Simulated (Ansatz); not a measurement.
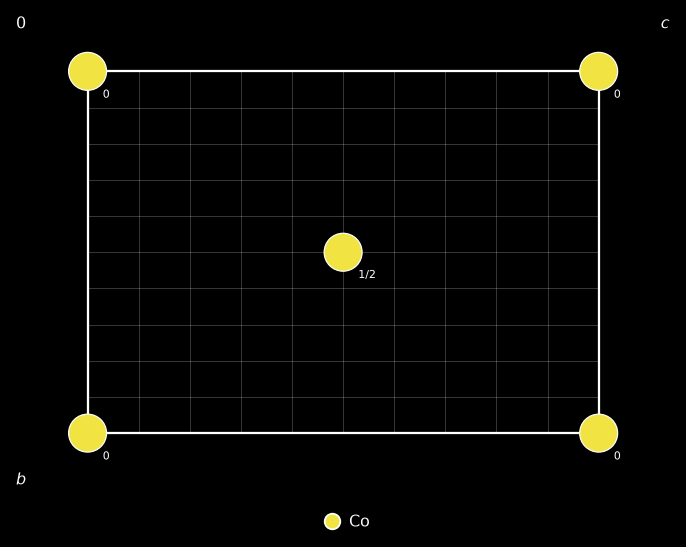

Plan of a unit cell projected along a (b down the page, c across); the numbers are heights as fractions of a, and atoms on the cell's edges are repeated. The grid marks tenths of b and c. Source: the end point of a relaxation with Ansatz, DFT, BLYP, plane waves (420 eV) with PAW, scalar-relativistic; the starting structure was generated, so it need not be a known form of this composition. All values are computed from the atomic coordinates in the standard setting (tolerance 0.002 Å).

a = 2.479 Å, b = 2.479 Å, c = 3.502 Å, α = 90.00°, β = 90.00°, γ = 90.00°.

> What does the cell contain?

2 Co: Co, Z = 2.

> Give the fractional coordinates of all atoms, to two places.

```csv
atom,x,y,z
Co,0.00,0.00,0.00
Co,0.50,0.50,0.50
```
